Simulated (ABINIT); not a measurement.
## Workfunction calculation of Ti (part 3 of 3)

The same run, continued: Ti (slab, 6 atoms in the cell); Kohn-Sham DFT of a periodic cell, PBE, JTH PAW PBE v2.0, no spin polarisation (ABINIT 10.8.3); cutoff 408.17 eV, 9×9×1 k-mesh, fermi-dirac of 0.05 eV. The structure derives from an entry of the Crystallography Open Database.

### Log, continued
```
   2.00000    2.00000    2.00000    2.00000    2.00000    2.00000    2.00000    2.00000
   2.00000    2.00000    2.00000    2.00000    2.00000    2.00000    2.00000    2.00000
   1.99999    1.99998    1.99991    1.99979    1.58371    0.59185    0.12903    0.00007
   0.00000    0.00000    0.00000    0.00000
 kpt#  12, nband= 44, wtk=  0.09877, kpt=  0.4444  0.2222  0.0000 (reduced coord)
  -2.01572   -2.01572   -2.00519   -2.00516   -2.00431   -2.00387   -1.15136   -1.15135
  -1.14984   -1.14977   -1.14475   -1.14437   -1.14289   -1.14259   -1.13953   -1.13934
  -1.13347   -1.13184   -1.13140   -1.13120   -1.12957   -1.12925   -1.12787   -1.12762
  -0.01603   -0.00467    0.00478    0.00540    0.01653    0.01842    0.03457    0.03496
   0.04135    0.04272    0.04698    0.04848    0.07824    0.08111    0.08296    0.08661
   0.10490    0.10499    0.11880    0.11976
      occupation numbers for kpt#  12
   2.00000    2.00000    2.00000    2.00000    2.00000    2.00000    2.00000    2.00000
   2.00000    2.00000    2.00000    2.00000    2.00000    2.00000    2.00000    2.00000
   2.00000    2.00000    2.00000    2.00000    2.00000    2.00000    2.00000    2.00000
   2.00000    2.00000    2.00000    2.00000    2.00000    2.00000    2.00000    2.00000
   2.00000    2.00000    1.99999    1.99998    0.02185    0.00461    0.00169    0.00023
   0.00000    0.00000    0.00000    0.00000
 kpt#  13, nband= 44, wtk=  0.04938, kpt=  0.3333  0.3333  0.0000 (reduced coord)
  -2.01554   -2.01554   -2.00516   -2.00503   -2.00413   -2.00338   -1.14891   -1.14891
  -1.14775   -1.14763   -1.14662   -1.14661   -1.14188   -1.14187   -1.14151   -1.13925
  -1.13851   -1.13438   -1.13390   -1.13194   -1.13055   -1.12893   -1.12839   -1.12788
  -0.02895   -0.00966    0.00417    0.01315    0.01950    0.02545    0.02689    0.02743
   0.03594    0.03791    0.04665    0.05361    0.06117    0.07171    0.08638    0.08786
   0.11988    0.12509    0.12509    0.12998
      occupation numbers for kpt#  13
   2.00000    2.00000    2.00000    2.00000    2.00000    2.00000    2.00000    2.00000
   2.00000    2.00000    2.00000    2.00000    2.00000    2.00000    2.00000    2.00000
   2.00000    2.00000    2.00000    2.00000    2.00000    2.00000    2.00000    2.00000
   2.00000    2.00000    2.00000    2.00000    2.00000    2.00000    2.00000    2.00000
   2.00000    2.00000    1.99999    1.99973    1.98338    0.55755    0.00026    0.00012
   0.00000    0.00000    0.00000    0.00000
 kpt#  14, nband= 44, wtk=  0.09877, kpt=  0.4444  0.3333  0.0000 (reduced coord)
  -2.01515   -2.01515   -2.00456   -2.00455   -2.00369   -2.00339   -1.15071   -1.15070
  -1.14906   -1.14899   -1.14607   -1.14605   -1.14414   -1.14404   -1.14108   -1.14052
  -1.13687   -1.13540   -1.13337   -1.13205   -1.13141   -1.13048   -1.12930   -1.12927
  -0.01821   -0.00840   -0.00072    0.00726    0.01855    0.01896    0.01923    0.02408
   0.02628    0.03002    0.04092    0.04407    0.07242    0.07759    0.09769    0.10190
   0.13223    0.13452    0.13906    0.14129
      occupation numbers for kpt#  14
   2.00000    2.00000    2.00000    2.00000    2.00000    2.00000    2.00000    2.00000
   2.00000    2.00000    2.00000    2.00000    2.00000    2.00000    2.00000    2.00000
   2.00000    2.00000    2.00000    2.00000    2.00000    2.00000    2.00000    2.00000
   2.00000    2.00000    2.00000    2.00000    2.00000    2.00000    2.00000    2.00000
   2.00000    2.00000    2.00000    2.00000    0.41508    0.03092    0.00000    0.00000
   0.00000    0.00000    0.00000    0.00000
 kpt#  15, nband= 44, wtk=  0.04938, kpt=  0.4444  0.4444  0.0000 (reduced coord)
  -2.01478   -2.01478   -2.00416   -2.00416   -2.00323   -2.00313   -1.15084   -1.15081
  -1.15073   -1.15064   -1.14608   -1.14594   -1.14504   -1.14489   -1.14158   -1.14129
  -1.13755   -1.13685   -1.13356   -1.13277   -1.13180   -1.13153   -1.13084   -1.13054
  -0.02220   -0.01946   -0.00513   -0.00316    0.01036    0.01040    0.01275    0.01366
   0.02352    0.02466    0.04486    0.04734    0.07419    0.07784    0.11280    0.11661
   0.14632    0.14820    0.16509    0.16578
      occupation numbers for kpt#  15
   2.00000    2.00000    2.00000    2.00000    2.00000    2.00000    2.00000    2.00000
   2.00000    2.00000    2.00000    2.00000    2.00000    2.00000    2.00000    2.00000
   2.00000    2.00000    2.00000    2.00000    2.00000    2.00000    2.00000    2.00000
   2.00000    2.00000    2.00000    2.00000    2.00000    2.00000    2.00000    2.00000
   2.00000    2.00000    2.00000    1.99999    0.18157    0.02710    0.00000    0.00000
   0.00000    0.00000    0.00000    0.00000
 Fermi (or HOMO) energy (eV) =   1.90370   Average Vxc (eV)=  -6.37297
 Eigenvalues (   eV  ) for nkpt=  15  k points:
 kpt#   1, nband= 44, wtk=  0.01235, kpt=  0.0000  0.0000  0.0000 (reduced coord)
 -54.92278  -54.92273  -54.68415  -54.64520  -54.58603  -54.52992  -31.34007  -31.33151
 -31.13509  -30.94709  -30.94709  -30.94661  -30.94661  -30.93371  -30.76596  -30.76596
 -30.72576  -30.71289  -30.71289  -30.63268  -30.63268  -30.58318  -30.55367  -30.55367
  -4.00399   -3.30975   -2.35914   -1.41544   -0.83852   -0.76372    0.19031    0.48934
   0.96065    1.54176    1.88829    1.88950    2.14667    2.62638    2.90411    2.90411
   3.19672    3.19672    3.33223    3.47106
 kpt#   2, nband= 44, wtk=  0.04938, kpt=  0.1111  0.0000  0.0000 (reduced coord)
 -54.91640  -54.91636  -54.67443  -54.63859  -54.58254  -54.52896  -31.32844  -31.32402
 -31.13761  -31.02109  -30.99104  -30.94092  -30.94055  -30.93154  -30.80001  -30.79154
 -30.75666  -30.70807  -30.70313  -30.67507  -30.63176  -30.58483  -30.57745  -30.55607
  -3.73546   -3.05698   -2.12555   -1.19662   -0.62459   -0.55909    0.32262    0.60527
   1.05081    1.58936    1.90350    1.90687    2.17740    2.67881    2.80720    2.97549
   2.99899    3.04490    3.20308    3.27799
 kpt#   3, nband= 44, wtk=  0.04938, kpt=  0.2222  0.0000  0.0000 (reduced coord)
 -54.90021  -54.90019  -54.64828  -54.62128  -54.57418  -54.52810  -31.30974  -31.30782
 -31.17292  -31.15056  -31.08012  -31.00654  -30.92526  -30.92512  -30.89188  -30.87898
 -30.78494  -30.73103  -30.71330  -30.69518  -30.63007  -30.61542  -30.59764  -30.56429
  -2.98357   -2.36957   -1.52895   -0.68921   -0.12855   -0.02962    0.62414    0.89078
   1.30805    1.68077    1.85730    1.88816    2.08974    2.49206    2.60993    2.78106
   2.83688    2.95169    3.13505    3.16406
 kpt#   4, nband= 44, wtk=  0.04938, kpt=  0.3333  0.0000  0.0000 (reduced coord)
 -54.88172  -54.88172  -54.61384  -54.59986  -54.56594  -54.53208  -31.31666  -31.31106
 -31.28284  -31.27863  -31.12485  -31.12051  -30.98432  -30.97507  -30.90742  -30.90740
 -30.84247  -30.71539  -30.69586  -30.67843  -30.64412  -30.63290  -30.62951  -30.58042
  -1.90730   -1.47392   -0.89893   -0.31441    0.19059    0.54303    0.84232    1.26242
   1.74045    1.80706    1.81824    1.88438    1.94931    2.22581    2.41631    2.65333
   2.82879    2.86889    2.98978    2.99462
 kpt#   5, nband= 44, wtk=  0.04938, kpt=  0.4444  0.0000  0.0000 (reduced coord)
 -54.86961  -54.86961  -54.58454  -54.58299  -54.55999  -54.54489  -31.36698  -31.36421
 -31.34154  -31.33349  -31.18661  -31.16775  -31.03299  -31.02769  -30.89576  -30.89576
 -30.80393  -30.73875  -30.67216  -30.66565  -30.66406  -30.65451  -30.62617  -30.60463
  -0.82012   -0.78558   -0.59090   -0.25971    0.15225    0.32971    1.43085    1.56166
   1.69996    1.78010    1.94432    2.13136    2.26931    2.42762    2.48124    2.51328
   2.64611    2.72824    2.80897    2.81759
 kpt#   6, nband= 44, wtk=  0.04938, kpt=  0.1111  0.1111  0.0000 (reduced coord)
 -54.91014  -54.91011  -54.66497  -54.63203  -54.57890  -54.52773  -31.31794  -31.31601
 -31.13279  -31.03168  -30.99144  -30.99075  -30.98696  -30.92687  -30.81490  -30.79863
 -30.77849  -30.75558  -30.70016  -30.67014  -30.66980  -30.58685  -30.58439  -30.57636
  -3.47330   -2.80770   -1.89143   -0.97381   -0.41078   -0.36696    0.46458    0.72464
   1.13445    1.63099    1.90762    1.95324    2.12875    2.67260    2.68490    2.70224
   2.81186    3.05532    3.15549    3.21140
 kpt#   7, nband= 44, wtk=  0.09877, kpt=  0.2222  0.1111  0.0000 (reduced coord)
 -54.89425  -54.89424  -54.63956  -54.61487  -54.57011  -54.52606  -31.30025  -31.29891
 -31.15698  -31.14129  -31.07491  -31.01627  -30.98464  -30.96822  -30.89316  -30.87061
 -30.80081  -30.77797  -30.73462  -30.70771  -30.66574  -30.61892  -30.59884  -30.59410
  -2.74336   -2.13279   -1.29514   -0.45706    0.08574    0.11708    0.78658    0.99702
   1.35363    1.67114    1.85104    1.88412    1.95254    2.22411    2.34950    2.63869
   2.74731    2.83721    3.12508    3.23022
 kpt#   8, nband= 44, wtk=  0.09877, kpt=  0.3333  0.1111  0.0000 (reduced coord)
 -54.87612  -54.87611  -54.60635  -54.59376  -54.56121  -54.52881  -31.30444  -31.29991
 -31.27103  -31.26808  -31.11248  -31.11218  -31.00344  -30.97923  -30.96203  -30.94021
 -30.84095  -30.75330  -30.72422  -30.70623  -30.67209  -30.64165  -30.63562  -30.61625
  -1.70960   -1.25869   -0.67093   -0.08697    0.42106    0.72327    0.82636    1.17568
   1.60456    1.65061    1.69696    1.79333    1.85415    2.10502    2.31261    2.61562
   2.84381    2.86223    2.92076    2.92462
 kpt#   9, nband= 44, wtk=  0.09877, kpt=  0.4444  0.1111  0.0000 (reduced coord)
 -54.86424  -54.86424  -54.57870  -54.57737  -54.55442  -54.54009  -31.35546  -31.35362
 -31.32660  -31.32030  -31.17623  -31.15897  -31.03979  -31.03930  -30.93882  -30.93360
 -30.80515  -30.74496  -30.70995  -30.70774  -30.68514  -30.65916  -30.65628  -30.64218
  -0.65883   -0.57484   -0.38229   -0.07300    0.32138    0.44475    1.26109    1.41069
   1.49690    1.52974    1.80752    1.95159    1.95671    2.12905    2.37992    2.40988
   2.74153    2.76092    2.87542    2.91106
 kpt#  10, nband= 44, wtk=  0.04938, kpt=  0.2222  0.2222  0.0000 (reduced coord)
 -54.87914  -54.87914  -54.61637  -54.59824  -54.56011  -54.52207  -31.28027  -31.28009
 -31.12859  -31.12718  -31.10383  -31.10229  -31.06213  -31.00935  -30.93686  -30.90507
 -30.86203  -30.82550  -30.77936  -30.76371  -30.68182  -30.67015  -30.62386  -30.61895
  -2.09476   -1.50786   -0.70899    0.07629    0.37992    0.52911    1.25274    1.34490
   1.46272    1.52633    1.53328    1.53600    1.69440    1.86878    1.95186    2.53436
   2.73895    2.74114    3.03772    3.32734
 kpt#  11, nband= 44, wtk=  0.09877, kpt=  0.3333  0.2222  0.0000 (reduced coord)
 -54.86190  -54.86190  -54.58682  -54.57809  -54.54925  -54.52121  -31.27668  -31.27455
 -31.24297  -31.24209  -31.10656  -31.10487  -31.08005  -31.05464  -31.00003  -30.99279
 -30.88862  -30.82278  -30.78987  -30.78721  -30.70314  -30.69523  -30.66804  -30.65129
  -1.23884   -0.73984   -0.11977    0.41893    0.48070    0.83319    0.93722    1.14921
   1.28474    1.33131    1.40077    1.44457    1.83690    1.94704    2.03742    2.41843
   2.85560    2.86766    3.00426    3.10566
 kpt#  12, nband= 44, wtk=  0.09877, kpt=  0.4444  0.2222  0.0000 (reduced coord)
 -54.85061  -54.85061  -54.56388  -54.56308  -54.54011  -54.52811  -31.33000  -31.32987
 -31.28871  -31.28688  -31.15025  -31.13993  -31.09952  -31.09159  -31.00832  -31.00295
 -30.84321  -30.79891  -30.78686  -30.78155  -30.73707  -30.72845  -30.69081  -30.68416
  -0.43628   -0.12710    0.13013    0.14689    0.44984    0.50117    0.94069    0.95133
   1.12525    1.16259    1.27833    1.31920    2.12899    2.20722    2.25748    2.35684
   2.85444    2.85682    3.23260    3.25874
 kpt#  13, nband= 44, wtk=  0.04938, kpt=  0.3333  0.3333  0.0000 (reduced coord)
 -54.84568  -54.84568  -54.56323  -54.55961  -54.53524  -54.51479  -31.26353  -31.26346
 -31.23174  -31.22859  -31.20118  -31.20075  -31.07203  -31.07199  -31.06213  -31.00046
 -30.98037  -30.86812  -30.85495  -30.80153  -30.76370  -30.71967  -30.70513  -30.69113
  -0.78766   -0.26279    0.11335    0.35776    0.53057    0.69242    0.73177    0.74652
   0.97795    1.03159    1.26938    1.45879    1.66461    1.95123    2.35047    2.39070
   3.26216    3.40384    3.40391    3.53694
 kpt#  14, nband= 44, wtk=  0.09877, kpt=  0.4444  0.3333  0.0000 (reduced coord)
 -54.83505  -54.83505  -54.54699  -54.54671  -54.52318  -54.51508  -31.31253  -31.31221
 -31.26740  -31.26571  -31.18611  -31.18559  -31.13362  -31.13093  -31.05045  -31.03514
 -30.93570  -30.89568  -30.84058  -30.80477  -30.78730  -30.76194  -30.72973  -30.72899
  -0.49556   -0.22858   -0.01958    0.19769    0.50467    0.51585    0.52335    0.65519
   0.71519    0.81692    1.11343    1.19927    1.97070    2.11140    2.65823    2.77279
   3.59818    3.66046    3.78394    3.84473
 kpt#  15, nband= 44, wtk=  0.04938, kpt=  0.4444  0.4444  0.0000 (reduced coord)
 -54.82487  -54.82487  -54.53597  -54.53594  -54.51077  -54.50789  -31.31596  -31.31525
 -31.31283  -31.31063  -31.18641  -31.18275  -31.15825  -31.15400  -31.06407  -31.05618
 -30.95433  -30.93525  -30.84570  -30.82413  -30.79794  -30.79060  -30.77162  -30.76360
  -0.60398   -0.52941   -0.13947   -0.08605    0.28189    0.28299    0.34690    0.37162
   0.64001    0.67094    1.22076    1.28806    2.01891    2.11809    3.06957    3.17303
   3.98155    4.03270    4.49225    4.51107
 Total charge density [el/Bohr^3]
)     Maximum=    1.4278E+00  at reduced coord.    0.5000    0.5000    0.6208
)Next maximum=    1.4278E+00  at reduced coord.    0.0000    0.0000    0.3792
)     Minimum=    4.5919E-08  at reduced coord.    0.2333    0.2333    0.0000
)Next minimum=    4.5919E-08  at reduced coord.    0.7667    0.2333    0.0000
   Integrated=    7.2000E+01

--- !EnergyTerms
iteration_state     : {dtset: 1, }
comment             : Components of total free energy in Hartree
kinetic             :  4.63540469805612E+01
hartree             :  1.24005460257814E+03
xc                  : -1.93172125600458E+01
Ewald energy        :  9.39020945154195E+02
psp_core            :  7.87392288853457E+00
local_psp           : -2.56469752190570E+03
PAW spherical_terms : -1.10843732730057E+00
internal            : -3.51819654191617E+02
'-kT*entropy'       : -4.28259428770571E-03
total_energy        : -3.51823936785905E+02
total_energy_eV     : -9.57361703446286E+03
...

--- !EnergyTermsDC
iteration_state     : {dtset: 1, }
comment             : '"Double-counting" decomposition of free energy'
band_energy         : -6.47019590203842E+01
Ewald energy        :  9.39020945154195E+02
psp_core            :  7.87392288853457E+00
xc_dc               : -1.23784556982427E+03
PAW spherical_terms :  3.83301524241741E+00
internal            : -3.51819645559512E+02
'-kT*entropy'       : -4.28259428770571E-03
total_energy_dc     : -3.51823928153800E+02
total_energy_dc_eV  : -9.57361679957131E+03
...

--- !EnergyTermsWithPAWCore
iteration_state     : {dtset: 1, }
comment             : 'Components of total free energy, including PAW core contributions'
Total energy        : -5.12278416453286E+03
Total energy DC     : -5.12278415590076E+03
Total energy (eV)   : -1.39398058555899E+05
Total energy DC (eV): -1.39398058321007E+05
...

 Cartesian components of stress tensor (hartree/bohr^3)
  sigma(1 1)=  1.34763510E-05  sigma(3 2)=  0.00000000E+00
  sigma(2 2)=  1.34763510E-05  sigma(3 1)=  0.00000000E+00
  sigma(3 3)= -1.74469567E-05  sigma(2 1)=  0.00000000E+00

-Cartesian components of stress tensor (GPa)         [Pressure= -9.3223E-02 GPa]
- sigma(1 1)=  3.96487936E-01  sigma(3 2)=  0.00000000E+00
- sigma(2 2)=  3.96487936E-01  sigma(3 1)=  0.00000000E+00
- sigma(3 3)= -5.13307189E-01  sigma(2 1)=  0.00000000E+00

== END DATASET(S) ==============================================================
================================================================================

 -outvars: echo values of variables after computation  --------
            acell      1.0000000000E+00  1.0000000000E+00  1.0000000000E+00 Bohr
           etotal     -3.5182392815E+02
            fcart     -7.4449278243E-29 -7.6581939859E-29  7.5726630899E-03
                      -0.0000000000E+00  7.7551331503E-31 -1.3770564711E-02
                       3.7224639121E-29  3.6255247478E-29 -1.6331875192E-04
                      -3.7224639121E-29 -3.7030760793E-29  1.6331875192E-04
                      -0.0000000000E+00 -3.8775665751E-31  1.3770564711E-02
                       7.4449278243E-29  7.6969696517E-29 -7.5726630899E-03
            rprim      5.4251269187E+00  0.0000000000E+00  0.0000000000E+00
                       0.0000000000E+00  5.4251269187E+00  0.0000000000E+00
                       0.0000000000E+00  0.0000000000E+00  4.7526612034E+01
           strten      1.3476351020E-05  1.3476351020E-05 -1.7446956718E-05
                       0.0000000000E+00  0.0000000000E+00  0.0000000000E+00
           xangst      1.4354267648E+00  1.4354267648E+00  7.4999999952E+00
                       0.0000000000E+00  0.0000000000E+00  9.5299999947E+00
                       1.4354267648E+00  1.4354267648E+00  1.1559999992E+01
                       0.0000000000E+00  0.0000000000E+00  1.3589999991E+01
                       1.4354267648E+00  1.4354267648E+00  1.5619999988E+01
                       0.0000000000E+00  0.0000000000E+00  1.7649999988E+01
             xred      5.0000000000E-01  5.0000000000E-01  2.9821073560E-01
                       0.0000000000E+00  0.0000000000E+00  3.7892644140E-01
                       5.0000000000E-01  5.0000000000E-01  4.5964214710E-01
                       0.0000000000E+00  0.0000000000E+00  5.4035785290E-01
                       5.0000000000E-01  5.0000000000E-01  6.2107355860E-01
                       0.0000000000E+00  0.0000000000E+00  7.0178926440E-01
 Calculation completed.
```

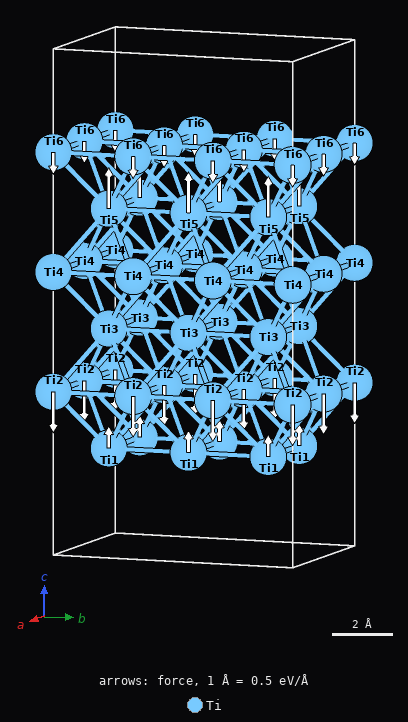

Forces on the atoms as white arrows (ball-and-stick view of the 2 × 3 repeat of the cell, with the vacuum cut short, seen slightly off an axis; atoms are numbered from 1 in the order of the input); the smallest are left out. The largest act on Ti2, Ti5 (0.71 eV/Å); Ti1, Ti6 (0.39 eV/Å). The geometry is not a stationary point of this energy.

This output came from the following input.

### The input
```
pp_dirpath "./"
pseudos "Ti.GGA_PBE-JTH.xml"

acell 3*1.0
rprim
     5.4251269187     0.0000000000     0.0000000000
     0.0000000000     5.4251269187     0.0000000000
     0.0000000000     0.0000000000    47.5266120343
ntypat 1
znucl 22
natom 6
typat 1 1 1 1 1 1
xred
     0.5000000000     0.5000000000     0.2982107356
     0.0000000000     0.0000000000     0.3789264414
     0.5000000000     0.5000000000     0.4596421471
     0.0000000000     0.0000000000     0.5403578529
     0.5000000000     0.5000000000     0.6210735586
     0.0000000000     0.0000000000     0.7017892644
chkprim 0
chksymtnons 0
tolsym 1.0e-6

ecut 15.0
pawecutdg 30.0
pawxcdev 0

kptopt 1
ngkpt 9 9 1
nshiftk 1
shiftk 0.0 0.0 0.0

ixc 11

nband 44
occopt 3
tsmear 0.00183747

nstep 120
tolvrs 1.0e-9

iomode 3
prtwf 0
prteig 0
prtebands 0
enunit 2
prtvol 2
prtden 1
prtvha 1
prtvclmb 1
prtpot 1
```

Launch command:
```bash
mpirun --bind-to none -np 4 abinit run.abi > log 2>&1
```

### Key numbers

| quantity | value |
| --- | --- |
| outcome | converged |
| electrons treated | 72 |
| free energy | −9573.6168 eV |
| work function | 4.10 eV |
| Fermi energy | 1.904 eV |
| gap on the k-point mesh | none (metallic) |
| largest force (length of the vector) | 0.708 eV/Å |
| hardware | 4 threads of Arm Neoverse V2, 24 GiB of memory available, shared host |
| wall time | 1.7 min (CPU time 6.7 min) |
| peak memory | 0.6 GiB |
